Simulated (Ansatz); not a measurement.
```xyz
2
Lattice="2.4836 0.0000 0.0000 0.0000 4.8509 0.0000 0.0000 0.0000 2.4969" Properties=species:S:1:pos:R:3 pbc="T T T"
Si    0.0000    0.0000    0.0000
Si    1.2418    2.4254    0.0000
```

Space group Cmmm; a structure from a database of computed crystals, not necessarily the ambient phase; changed on purpose from its base cell (strain -0.0600 x Voigt [1, -1, 0, 0, 0, 0], atoms carried along).

All numbers below come from DFT PBE, scalar-relativistic, plane waves, PAW (Ansatz 0.2.0).

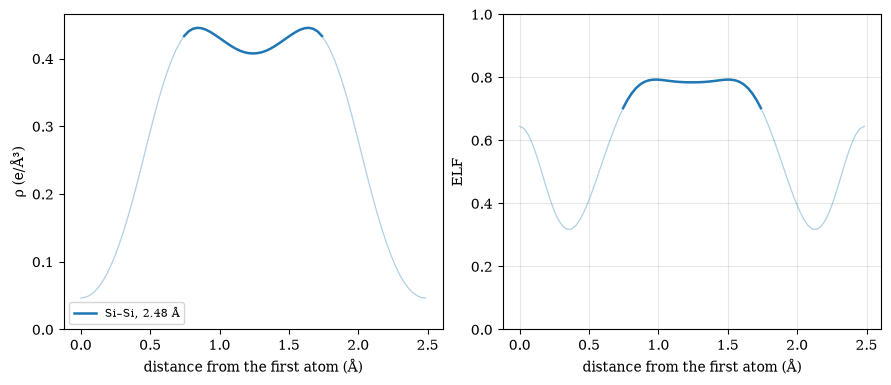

Si. Valence charge density (pseudo) and ELF along straight lines between neighbouring atoms. Thin, pale parts lie inside the atomic spheres.

Core electrons are frozen (PAW), and the valence fields are smoothed inside the atomic spheres.

**What can be read from the curves?**

Si–Si (2.48 Å): the density is about 0.41 e/Å³ at the midpoint; the ELF peaks at about 0.80 between the atoms.
